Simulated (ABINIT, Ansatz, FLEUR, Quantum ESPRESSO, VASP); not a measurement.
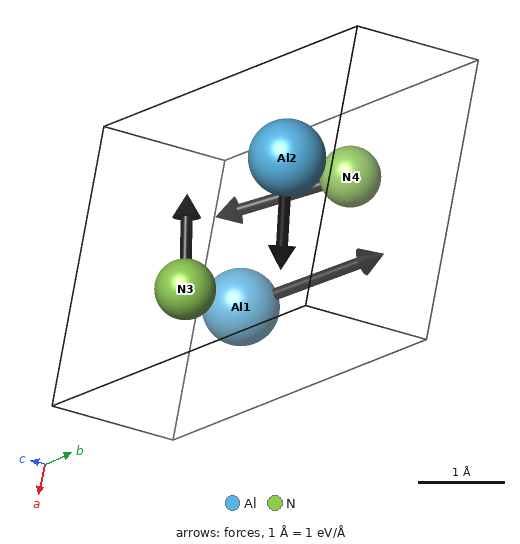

AlN (4 atoms) with its atoms moved off their places at random, by some hundredths of an ångström. The arrows are the forces from VASP (PBE potentials, release 64 Al, N). The parent cell is a structure listed in the Materials Project. It needn't be the stable form of this composition.

```
Al N
1.0
     3.31212    0.00000    0.00000
    -1.65606    2.86838    0.00000
     0.00000    0.00000    4.18756
Al N
2 2
Direct
  0.66987 0.31980 0.25222
  0.32258 0.67144 0.75454
  0.67347 0.33867 0.74911
  0.33202 0.68020 0.24593
```

The same cell was run in five programs or potential sets. Alike in all runs: functional PBE; k mesh 9 × 9 × 7 on the run's cell of 4 atoms; occupations fermi-dirac, width 0.05 eV; no spin polarisation; no spin-orbit coupling. The table gives the size of the force on each atom, with the net force on the cell removed.

| program | force on Al1 (eV/Å) | force on Al2 (eV/Å) | force on N3 (eV/Å) | force on N4 (eV/Å) |
| --- | --- | --- | --- | --- |
| VASP (PBE potentials, release 64 Al, N) | 1.448 | 0.889 | 0.806 | 1.333 |
| Quantum ESPRESSO (SSSP 1.3 efficiency) | 1.473 | 0.905 | 0.822 | 1.358 |
| Ansatz LAPW (all-electron) | 1.446 | 0.888 | 0.805 | 1.331 |
| FLEUR (all-electron) | 1.452 | 0.892 | 0.807 | 1.335 |
| ABINIT (JTH PAW PBE v2.0) | ? | ? | ? | ? |

What does ABINIT (JTH PAW PBE v2.0) give?

Answer. 1.481 eV/Å on Al1, 0.910 eV/Å on Al2, 0.830 eV/Å on N3 and 1.366 eV/Å on N4. The medians of the other rows are 1.450, 0.890, 0.807, 1.334 eV/Å.

How well do the programs agree?

Answer. The force on Al1, the largest, spans 1.446 to 1.481 eV/Å. Against the median force vectors, the rows deviate by 0.004 eV/Å rms as a rule and by 0.026 eV/Å at most. With one functional throughout, the spread comes from potentials, basis sets and numerical settings. Deviations count direction as well as size.
